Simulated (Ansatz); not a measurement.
Geometry relaxation, with input and output: C7H2 (part 1 of 2)

C7H2 (slab, 36 atoms in the cell), computed with DFT PBE, scalar-relativistic, plane waves, PAW, no spin polarisation (Ansatz 0.2.0).

The structure derives from an entry of the Crystallography Open Database. The input holds or restrains some coordinates. Forces given for the steps count only the free coordinates.

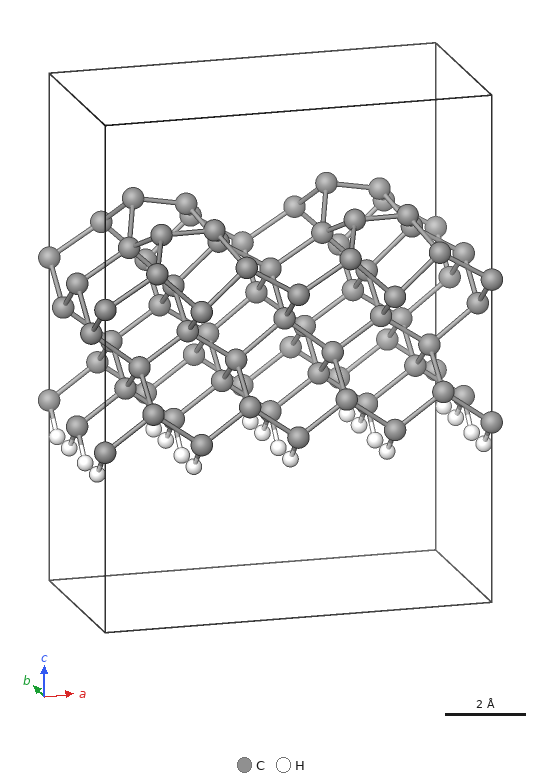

Fig. 1: The structure as given in the input (ball-and-stick view of the 2 × 1 repeat of the cell, with the vacuum cut short, seen slightly off an axis). An atom can appear more than once, as a periodic image.

### Summary

```json
{"quantity": "outcome", "value": "converged under the restraints of the input"}
{"quantity": "electrons treated", "value": "120"}
{"quantity": "free energy", "value": "−7135.2699 eV"}
{"quantity": "work function, top face", "value": "5.21 eV"}
{"quantity": "work function, bottom face", "value": "1.38 eV"}
{"quantity": "Fermi energy", "value": "2.706 eV"}
{"quantity": "gap on the k-point mesh", "value": "1.20 eV"}
{"quantity": "final volume", "value": "481.13 Å³"}
{"quantity": "work function (upper face)", "value": "5.21 eV"}
{"quantity": "largest force (length of the vector) at the end, held atoms and coordinates included", "value": "3.667 eV/Å"}
{"quantity": "hardware", "value": "4 threads of AMD EPYC (Zen 5), 16 GiB of memory available, shared host"}
{"quantity": "wall time", "value": "19 s (CPU time 71 s)"}
{"quantity": "peak memory", "value": "1.3 GiB"}
```

### The input
```yaml
crystal:
  lattice:
    - [5.0508284795, 0.0, 0.0]
    - [0.0, 5.0508284795, 0.0]
    - [0.0, 0.0, 18.8596184069]
  atoms:
    - { symbol: C, position: [0.5, 0.5, 0.2466861049] }
    - { symbol: C, position: [0.5, 0.0, 0.2466861049] }
    - { symbol: C, position: [0.0, 0.5, 0.2466861049] }
    - { symbol: C, position: [0.0, 0.0, 0.2466861049] }
    - { symbol: C, position: [0.75, 0.5, 0.294028991] }
    - { symbol: C, position: [0.75, 0.0, 0.294028991] }
    - { symbol: C, position: [0.25, 0.5, 0.294028991] }
    - { symbol: C, position: [0.25, 0.0, 0.294028991] }
    - { symbol: C, position: [0.75, 0.75, 0.3413718772] }
    - { symbol: C, position: [0.75, 0.25, 0.3413718772] }
    - { symbol: C, position: [0.25, 0.75, 0.3413718772] }
    - { symbol: C, position: [0.25, 0.25, 0.3413718772] }
    - { symbol: C, position: [0.0003571165, 0.75, 0.3931693442] }
    - { symbol: C, position: [0.0007922086, 0.25, 0.3933463281] }
    - { symbol: C, position: [0.4996450619, 0.75, 0.3857806771] }
    - { symbol: C, position: [0.4998132106, 0.25, 0.3861467084] }
    - { symbol: C, position: [0.0007907643, -0.0010035831, 0.444090482] }
    - { symbol: C, position: [0.0007907643, 0.5010035831, 0.444090482] }
    - { symbol: C, position: [0.4990468385, -0.0021131538, 0.4308861519] }
    - { symbol: C, position: [0.4990468385, 0.5021131538, 0.4308861519] }
    - { symbol: C, position: [0.2692776822, -0.0020421604, 0.4879441351] }
    - { symbol: C, position: [0.2692776822, 0.5020421604, 0.4879441351] }
    - { symbol: C, position: [0.7323924905, -0.0006277981, 0.4869574738] }
    - { symbol: C, position: [0.7323924905, 0.5006277981, 0.4869574738] }
    - { symbol: C, position: [0.3642811646, 0.25, 0.5219339643] }
    - { symbol: C, position: [0.3624887015, 0.75, 0.5366744534] }
    - { symbol: C, position: [0.6375816351, 0.25, 0.5226868586] }
    - { symbol: C, position: [0.6366058764, 0.75, 0.5232460853] }
    - { symbol: H, position: [0.5, 0.642297379, 0.2067119476] }
    - { symbol: H, position: [0.5, 0.357702621, 0.2067119476] }
    - { symbol: H, position: [0.5, 0.142297379, 0.2067119476] }
    - { symbol: H, position: [0.5, -0.142297379, 0.2067119476] }
    - { symbol: H, position: [0.0, 0.3577812996, 0.2066501452] }
    - { symbol: H, position: [0.0, 0.6422187004, 0.2066501452] }
    - { symbol: H, position: [0.0, -0.1422187004, 0.2066501452] }
    - { symbol: H, position: [0.0, 0.1422187004, 0.2066501452] }
basis:
  ecutwfc: 420
kpoints:
  mp_grid: { grid: [5, 5, 1] }
hamiltonian:
  xc: pbe
scf:
  occupations: { method: gaussian, width: 0.05 }
output:
  forces: true
  eigenvalues: true
relax:
  adjacent_minimum: "off"
  f_tol: 0.03
  max_steps: 30
  constraints:
    - { sites: [0, 1, 2, 3, 4, 5, 6, 7, 8, 9, 10, 11, 28, 29, 30, 31, 32, 33, 34, 35] }
    - { sites: [24, 25], fix: z }
efield:
  axis: 3
  dipole_correction: true
  ramp_width: 0.04
```

Launched with:
```bash
ansatz run input.yaml --threads 4 --pin off --max-ram 12288MiB --backend cpu --events-out ev --progress --plain --runs-dir out
```

### The program's output
```
Engine: ansatz 0.2.0, x86_64-unknown-linux-gnu
Pseudopotentials: kind: paw
Pseudopotential: C, paw, valence charge 4, recommended cutoff 420 eV (normal), C.paw.azcp
Pseudopotential: H, paw, valence charge 1, recommended cutoff 420 eV (normal), H.paw.azcp
Functional definition: PBE
  parameter kappa = 0.804
  parameter beta = 0.06672455060314922
  exchange = pbe_x(kappa = kappa, mu = beta*pi^2/3)
  correlation = pbe_c(beta = beta)
Crystal: 36 atoms, lattice volume = 481.125 Å³
Basis set: ecut = 420 eV, 9419 PW (Γ), exchange–correlation on 72×72×256 points (8 copies of the dense FFT grid, shifted against one another)
Bands: 96, of which v1, the nominal top of the filled ones, is band 60 counted from 1 (59 counted from 0)
Symmetry: 2 space group operations
Space group: Pm (ITA 6), of the structure as read, at distance tolerance 7.8e-5 Å
k-points: 9 of 25 (time reversal used)
Non-local potential: C, projectors of the file, l = 0: 2, l = 1: 2, l = 2: 1
Non-local potential: H, projectors of the file, l = 0: 2, l = 1: 1
PAW form: soft (Blöchl's): semilocal exchange-correlation on the pseudo side does not see the compensation charge
PAW one-centre angular grid: C, 110 points (default); XC on 64 Gauss nodes
PAW one-centre angular grid: H, 110 points (default); XC on 64 Gauss nodes
Initial density: superposition of atomic densities (neutral atoms: chi_scale 0, normalization atom), corrected by the library's trained network
Initial wavefunctions: pseudopotential atomic-orbital guess
Functional: x = pbe(κ = 0.804, μ = 0.2195149727645171), c = pbe(β = 0.06672455060314922)
SCF iter   1: F=—  HF=-7135.507217 eV  |F-HF|=—  |Δ(HF+E_count)|=         —  Δρ=1.14e-2  dr2=1.49e0  ethr=1.77e-3  p=-0.297 e·Å  D=-1.12e-1 V/Å  ΔV_dip=2.11 eV  dr2_dipole=6.81e-2  V_vac-E_F(+/−)=4.49/2.37 eV  ⟨swp⟩=8.6  Hψ=5120  notcnv=0  defer=178
efield: sawtooth ramp at fractional position 0.8517 (placed from the atoms, in the widest stretch of the axis that holds none; the zero of the levels goes with the place), width 0.0400; the density the first Hamiltonian is built on has a dipole p = -0.297 e·Å; the dipole correction subtracts the counter field D = -1.12e-1 V/Å, which shifts the + side's vacuum level by +2.11 eV against the − side's; the planar-averaged density in the ramp window peaks in size at 1.6e-4 e/Å³
preconditioner: auto → Resta (q_TF=auto, 2.165 Å⁻¹)  ε∞=2.5  [insulator: Δε(μ)=0.784 eV  Ē_g=15.229 eV  σ=0.050 eV  W_gap=1.00  n_scr=84 (ndim 8)  ℏωp=18.5 eV  f_vac=0.541  D(μ)=0.00/eV (n_scr^D=0)  ε∞_Penn≈2.5  vacuum switching on, ρ_ref=1.7e-2 e/Å³]
SCF iter   2: F=—  HF=-7135.268129 eV  |F-HF|=—  |Δ(HF+E_count)|=   2.39e-1  Δρ=7.33e-3  dr2=3.70e-1  ethr=1.24e-3  p=-0.477 e·Å  D=-1.79e-1 V/Å  ΔV_dip=3.38 eV  dr2_dipole=8.76e-3  V_vac-E_F(+/−)=5.23/1.85 eV  ⟨swp⟩=2.3  Hψ=1233  notcnv=0  defer=282
SCF iter   3: F=—  HF=-7135.223761 eV  |F-HF|=—  |Δ(HF+E_count)|=   4.44e-2  Δρ=3.33e-3  dr2=5.82e-2  ethr=3.09e-4  p=-0.458 e·Å  D=-1.72e-1 V/Å  ΔV_dip=3.25 eV  dr2_dipole=3.85e-3  V_vac-E_F(+/−)=5.09/1.84 eV  ⟨swp⟩=2.1  Hψ=1189  notcnv=0  defer=282
SCF iter   4: F=—  HF=-7135.218916 eV  |F-HF|=—  |Δ(HF+E_count)|=   4.84e-3  Δρ=1.55e-3  dr2=1.04e-2  ethr=4.85e-5  p=-0.500 e·Å  D=-1.88e-1 V/Å  ΔV_dip=3.55 eV  dr2_dipole=6.23e-4  V_vac-E_F(+/−)=5.18/1.63 eV  ⟨swp⟩=2.0  Hψ=1069  notcnv=0  defer=282
SCF iter   5: F=—  HF=-7135.220077 eV  |F-HF|=—  |Δ(HF+E_count)|=   1.16e-3  Δρ=5.30e-4  dr2=1.58e-3  ethr=8.63e-6  p=-0.533 e·Å  D=-2.00e-1 V/Å  ΔV_dip=3.78 eV  dr2_dipole=1.40e-6  V_vac-E_F(+/−)=5.24/1.46 eV  ⟨swp⟩=2.2  Hψ=1090  notcnv=0  defer=282
SCF iter   6: F=—  HF=-7135.220166 eV  |F-HF|=—  |Δ(HF+E_count)|=   8.92e-5  Δρ=2.09e-4  dr2=1.80e-4  ethr=1.32e-6  p=-0.540 e·Å  D=-2.03e-1 V/Å  ΔV_dip=3.83 eV  dr2_dipole=2.27e-6  V_vac-E_F(+/−)=5.25/1.43 eV  ⟨swp⟩=2.2  Hψ=1340  notcnv=0  defer=282
SCF iter   7: F=—  HF=-7135.220192 eV  |F-HF|=—  |Δ(HF+E_count)|=   2.55e-5  Δρ=8.76e-5  dr2=3.06e-5  ethr=1.50e-7  p=-0.542 e·Å  D=-2.04e-1 V/Å  ΔV_dip=3.84 eV  dr2_dipole=2.50e-6  V_vac-E_F(+/−)=5.26/1.41 eV  ⟨swp⟩=2.0  Hψ=1054  notcnv=0  defer=282
SCF iter   8: F=-7135.220197 eV  HF=-7135.220197 eV  |F-HF|=3.52e-7  |Δ(HF+E_count)|=   5.15e-6  Δρ=2.05e-5  dr2=1.84e-6  ethr=1.87e-8  p=-0.543 e·Å  D=-2.04e-1 V/Å  ΔV_dip=3.85 eV  dr2_dipole=1.63e-7  V_vac-E_F(+/−)=5.26/1.41 eV  ⟨swp⟩=28.8  Hψ=7411  notcnv=0
SCF 1 converged in 8 iterations: F = -7135.220197 eV  dr2 = 1.84e-6
  greatest PAW one-centre occupation: 0.670 electrons in one spin orbital (limit 2), on the C atom at site 1 (counted from 0), in its partial waves of l = 0
relax step   1: F+E_penalty+E_count = -7135.22019718 eV  Δ(F+E_penalty+E_count) = +0.000e0 eV  max|allowed force component| = 8.117e-1 eV/Å  Δτ_max = 0.0000 Å  (8 SCF iters, dr2 threshold 2.25e-5 eV, accepted)
Initial density: handed on by an earlier stage of this run
Initial wavefunctions: those handed on with the density
iter 1 solved again at ethr=1.30e-5 eV; its pass at ethr=3.10e-3 eV (dr2=1.56e-2 eV) is discarded
SCF iter   1: F=—  HF=-7135.265670 eV  |F-HF|=—  |Δ(HF+E_count)|=         —  Δρ=2.24e-3  dr2=1.54e-2  ethr=1.30e-5  p=-0.543 e·Å  D=-2.04e-1 V/Å  ΔV_dip=3.85 eV  dr2_dipole=2.21e-4  V_vac-E_F(+/−)=5.25/1.40 eV  ⟨swp⟩=2.0  Hψ=2497  notcnv=0  defer=271
efield: sawtooth ramp at fractional position 0.8517 (handed on by an earlier solve), width 0.0400; the density the first Hamiltonian is built on has a dipole p = -0.543 e·Å; the dipole correction subtracts the counter field D = -2.04e-1 V/Å, which shifts the + side's vacuum level by +3.85 eV against the − side's; the planar-averaged density in the ramp window peaks in size at 4.1e-6 e/Å³
preconditioner: auto → Resta (q_TF=auto, 2.165 Å⁻¹)  ε∞=2.5  [insulator: Δε(μ)=1.162 eV  Ē_g=15.289 eV  σ=0.050 eV  W_gap=1.00  n_scr=84 (ndim 8)  ℏωp=18.5 eV  f_vac=0.547  D(μ)=0.00/eV (n_scr^D=0)  ε∞_Penn≈2.5  vacuum switching on, ρ_ref=1.7e-2 e/Å³]
SCF iter   2: F=—  HF=-7135.262841 eV  |F-HF|=—  |Δ(HF+E_count)|=   2.83e-3  Δρ=9.73e-4  dr2=2.92e-3  ethr=1.29e-5  p=-0.550 e·Å  D=-2.07e-1 V/Å  ΔV_dip=3.90 eV  dr2_dipole=2.29e-4  V_vac-E_F(+/−)=5.27/1.37 eV  ⟨swp⟩=2.0  Hψ=896  notcnv=0  defer=271
SCF iter   3: F=—  HF=-7135.262469 eV  |F-HF|=—  |Δ(HF+E_count)|=   3.72e-4  Δρ=5.49e-4  dr2=9.64e-4  ethr=2.44e-6  p=-0.542 e·Å  D=-2.04e-1 V/Å  ΔV_dip=3.84 eV  dr2_dipole=1.01e-5  V_vac-E_F(+/−)=5.24/1.39 eV  ⟨swp⟩=2.0  Hψ=1027  notcnv=0  defer=271
SCF iter   4: F=—  HF=-7135.262385 eV  |F-HF|=—  |Δ(HF+E_count)|=   8.39e-5  Δρ=2.01e-4  dr2=2.38e-4  ethr=8.03e-7  p=-0.541 e·Å  D=-2.04e-1 V/Å  ΔV_dip=3.84 eV  dr2_dipole=5.02e-7  V_vac-E_F(+/−)=5.23/1.39 eV  ⟨swp⟩=2.0  Hψ=1056  notcnv=0  defer=271
SCF iter   5: F=-7135.262348 eV  HF=-7135.262356 eV  |F-HF|=7.88e-6  |Δ(HF+E_count)|=   2.88e-5  Δρ=5.52e-5  dr2=1.46e-5  ethr=3.43e-8  p=-0.542 e·Å  D=-2.04e-1 V/Å  ΔV_dip=3.84 eV  dr2_dipole=7.05e-7  V_vac-E_F(+/−)=5.23/1.39 eV  ⟨swp⟩=17.6  Hψ=6125  notcnv=0
SCF 2 converged in 5 iterations: F = -7135.262348 eV  dr2 = 1.46e-5
relax step   2: F+E_penalty+E_count = -7135.26234849 eV  Δ(F+E_penalty+E_count) = -4.215e-2 eV  max|allowed force component| = 3.378e-1 eV/Å  Δτ_max = 0.0232 Å  (5 SCF iters, dr2 threshold 4.12e-5 eV, accepted)
SCF iter   1: F=—  HF=-7135.271545 eV  |F-HF|=—  |Δ(HF+E_count)|=         —  Δρ=1.42e-3  dr2=7.44e-3  ethr=3.86e-5  p=-0.542 e·Å  D=-2.04e-1 V/Å  ΔV_dip=3.84 eV  dr2_dipole=4.05e-5  V_vac-E_F(+/−)=5.23/1.39 eV  ⟨swp⟩=2.0  Hψ=1640  notcnv=0  defer=263
efield: sawtooth ramp at fractional position 0.8517 (handed on by an earlier solve), width 0.0400; the density the first Hamiltonian is built on has a dipole p = -0.542 e·Å; the dipole correction subtracts the counter field D = -2.04e-1 V/Å, which shifts the + side's vacuum level by +3.84 eV against the − side's; the planar-averaged density in the ramp window peaks in size at 4.3e-6 e/Å³
preconditioner: auto → Resta (q_TF=auto, 2.165 Å⁻¹)  ε∞=2.5  [insulator: Δε(μ)=1.187 eV  Ē_g=15.277 eV  σ=0.050 eV  W_gap=1.00  n_scr=84 (ndim 8)  ℏωp=18.5 eV  f_vac=0.547  D(μ)=0.00/eV (n_scr^D=0)  ε∞_Penn≈2.5  vacuum switching on, ρ_ref=1.7e-2 e/Å³]
SCF iter   2: F=—  HF=-7135.270326 eV  |F-HF|=—  |Δ(HF+E_count)|=   1.22e-3  Δρ=7.05e-4  dr2=2.30e-3  ethr=6.20e-6  p=-0.544 e·Å  D=-2.05e-1 V/Å  ΔV_dip=3.86 eV  dr2_dipole=5.30e-5  V_vac-E_F(+/−)=5.23/1.37 eV  ⟨swp⟩=2.0  Hψ=1331  notcnv=0  defer=263
SCF iter   3: F=—  HF=-7135.269768 eV  |F-HF|=—  |Δ(HF+E_count)|=   5.58e-4  Δρ=4.05e-4  dr2=6.25e-4  ethr=1.92e-6  p=-0.541 e·Å  D=-2.04e-1 V/Å  ΔV_dip=3.84 eV  dr2_dipole=6.49e-6  V_vac-E_F(+/−)=5.22/1.38 eV  ⟨swp⟩=2.0  Hψ=1026  notcnv=0  defer=263
SCF iter   4: F=—  HF=-7135.269707 eV  |F-HF|=—  |Δ(HF+E_count)|=   6.06e-5  Δρ=2.07e-4  dr2=1.59e-4  ethr=5.21e-7  p=-0.539 e·Å  D=-2.03e-1 V/Å  ΔV_dip=3.82 eV  dr2_dipole=8.66e-6  V_vac-E_F(+/−)=5.21/1.39 eV  ⟨swp⟩=2.2  Hψ=933  notcnv=0  defer=263
SCF iter   5: F=—  HF=-7135.269686 eV  |F-HF|=—  |Δ(HF+E_count)|=   2.10e-5  Δρ=5.99e-5  dr2=9.72e-6  ethr=1.33e-7  p=-0.539 e·Å  D=-2.03e-1 V/Å  ΔV_dip=3.83 eV  dr2_dipole=7.84e-11  V_vac-E_F(+/−)=5.21/1.38 eV  ⟨swp⟩=2.1  Hψ=942  notcnv=0  defer=263
SCF iter   6: F=-7135.269687 eV  HF=-7135.269687 eV  |F-HF|=1.43e-7  |Δ(HF+E_count)|=   6.79e-7  Δρ=1.94e-5  dr2=1.34e-6  ethr=5.94e-9  p=-0.539 e·Å  D=-2.03e-1 V/Å  ΔV_dip=3.83 eV  dr2_dipole=2.72e-9  V_vac-E_F(+/−)=5.21/1.38 eV  ⟨swp⟩=17.2  Hψ=5674  notcnv=0
SCF 3 converged in 6 iterations: F = -7135.269687 eV  dr2 = 1.34e-6
relax step   3: F+E_penalty+E_count = -7135.26968665 eV  Δ(F+E_penalty+E_count) = -7.338e-3 eV  max|allowed force component| = 4.619e-2 eV/Å  Δτ_max = 0.0143 Å  (6 SCF iters, dr2 threshold 7.13e-6 eV, accepted)
SCF iter   1: F=—  HF=-7135.270198 eV  |F-HF|=—  |Δ(HF+E_count)|=         —  Δρ=1.83e-4  dr2=1.29e-4  ethr=1.07e-6  p=-0.539 e·Å  D=-2.03e-1 V/Å  ΔV_dip=3.83 eV  dr2_dipole=1.58e-8  V_vac-E_F(+/−)=5.21/1.38 eV  ⟨swp⟩=2.0  Hψ=1542  notcnv=0
efield: sawtooth ramp at fractional position 0.8517 (handed on by an earlier solve), width 0.0400; the density the first Hamiltonian is built on has a dipole p = -0.539 e·Å; the dipole correction subtracts the counter field D = -2.03e-1 V/Å, which shifts the + side's vacuum level by +3.83 eV against the − side's; the planar-averaged density in the ramp window peaks in size at 4.3e-6 e/Å³
preconditioner: auto → Resta (q_TF=auto, 2.165 Å⁻¹)  ε∞=2.5  [insulator: Δε(μ)=1.199 eV  Ē_g=15.274 eV  σ=0.050 eV  W_gap=1.00  n_scr=84 (ndim 8)  ℏωp=18.5 eV  f_vac=0.547  D(μ)=0.00/eV (n_scr^D=0)  ε∞_Penn≈2.5  vacuum switching on, ρ_ref=1.7e-2 e/Å³]
SCF iter   2: F=—  HF=-7135.270176 eV  |F-HF|=—  |Δ(HF+E_count)|=   2.13e-5  Δρ=9.46e-5  dr2=3.86e-5  ethr=1.07e-7  p=-0.539 e·Å  D=-2.03e-1 V/Å  ΔV_dip=3.83 eV  dr2_dipole=1.58e-7  V_vac-E_F(+/−)=5.21/1.38 eV  ⟨swp⟩=2.0  Hψ=1348  notcnv=0
SCF iter   3: F=—  HF=-7135.269898 eV  |F-HF|=—  |Δ(HF+E_count)|=   2.78e-4  Δρ=5.79e-5  dr2=1.47e-5  ethr=3.21e-8  p=-0.539 e·Å  D=-2.03e-1 V/Å  ΔV_dip=3.83 eV  dr2_dipole=4.66e-8  V_vac-E_F(+/−)=5.21/1.38 eV  ⟨swp⟩=2.0  Hψ=1023  notcnv=0
SCF iter   4: F=—  HF=-7135.269896 eV  |F-HF|=—  |Δ(HF+E_count)|=   1.93e-6  Δρ=1.49e-5  dr2=6.21e-7  ethr=1.23e-8  p=-0.539 e·Å  D=-2.03e-1 V/Å  ΔV_dip=3.83 eV  dr2_dipole=4.87e-9  V_vac-E_F(+/−)=5.21/1.38 eV  ⟨swp⟩=2.0  Hψ=940  notcnv=0
SCF iter   5: F=—  HF=-7135.269896 eV  |F-HF|=—  |Δ(HF+E_count)|=   2.81e-8  Δρ=5.20e-6  dr2=1.17e-7  ethr=5.17e-10  p=-0.539 e·Å  D=-2.03e-1 V/Å  ΔV_dip=3.83 eV  dr2_dipole=1.03e-9  V_vac-E_F(+/−)=5.21/1.38 eV  ⟨swp⟩=2.0  Hψ=1112  notcnv=0
SCF iter   6: F=-7135.269896 eV  HF=-7135.269896 eV  |F-HF|=2.49e-9  |Δ(HF+E_count)|=   4.43e-9  Δρ=2.10e-6  dr2=1.62e-8  ethr=8.33e-11  p=-0.539 e·Å  D=-2.03e-1 V/Å  ΔV_dip=3.83 eV  dr2_dipole=1.09e-10  V_vac-E_F(+/−)=5.21/1.38 eV  ⟨swp⟩=12.3  Hψ=4323  notcnv=0
SCF 4 converged in 6 iterations: F = -7135.269896 eV  dr2 = 1.62e-8
relax step   4: F+E_penalty+E_count = -7135.26989629 eV  Δ(F+E_penalty+E_count) = -2.096e-4 eV  max|allowed force component| = 9.157e-3 eV/Å  Δτ_max = 0.0016 Å  (6 SCF iters, accepted)
```

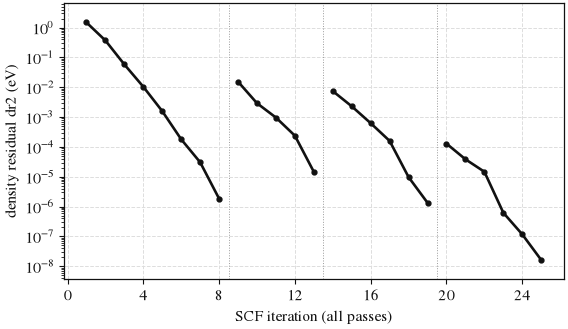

Fig. 2: Convergence of the self-consistent field: density residual dr2 against the SCF iteration. The dotted lines part the SCF passes of the relaxation: geometry steps, rejected trials and re-solves on a re-selected basis. The passes take 8, 5, 6 and 6 iterations.

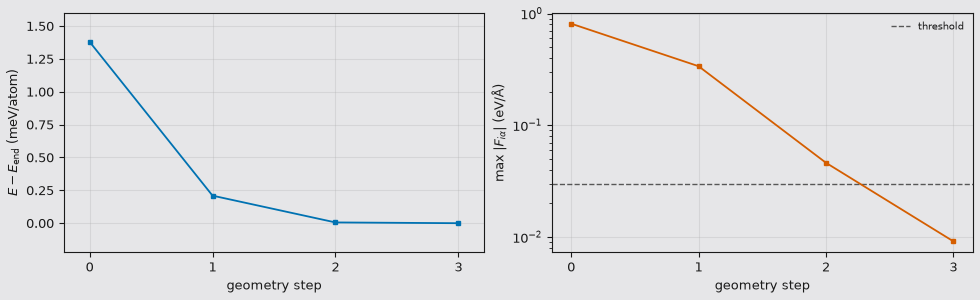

Fig. 3: Progress of the restrained relaxation, step by step (the first geometry is step 0 here and step 1 in the log).

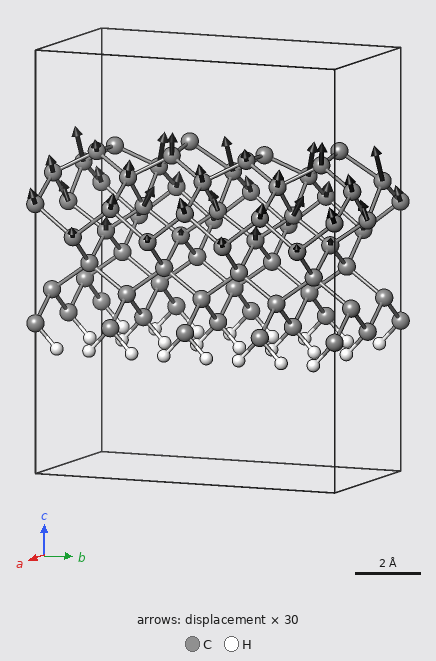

Fig. 4: The starting structure with the displacements as black arrows, magnified 30 times (ball-and-stick view of the 1 × 2 repeat of the cell, with the vacuum cut short, seen slightly off an axis). Over 3 geometry steps the energy falls by 1.4 meV per atom. The largest force component goes from 0.81 to 0.0092 eV/Å. The largest moves, 0.038 Å, are those of C21 and C22. H stays in place. The lattice vectors keep their values. Distances before and after: C21–C26 1.623 → 1.595 Å, C16–C19 1.528 → 1.539 Å, C10–C14 1.602 → 1.611 Å, C10–C16 1.520 → 1.529 Å. Among the angles that change: C21–C25–C22 115.7° → 117.9°. (Atoms are counted from 1 in the order of the input.)

```
SCF converged after 6 iterations
Free energy (F): -7135.269896 eV
Harris-Foulkes:  -7135.269896 eV  (|F-HF|=2.49e-9)
Internal energy: -7135.269896 eV  (E = F + TS)
E sigma→0 (E₀):  -7135.269896 eV
Fermi energy:    2.705592 eV
Dipole field:    D = -0.202894 V/Å  (p = -0.539469 e·Å, saw-weighted, corrected)
Work function:   Φ+ = 5.2100 eV   Φ− = 1.3837 eV
Levels:          The Fermi level and band energies are counted from a zero that moves with the ramp; work functions are not
```
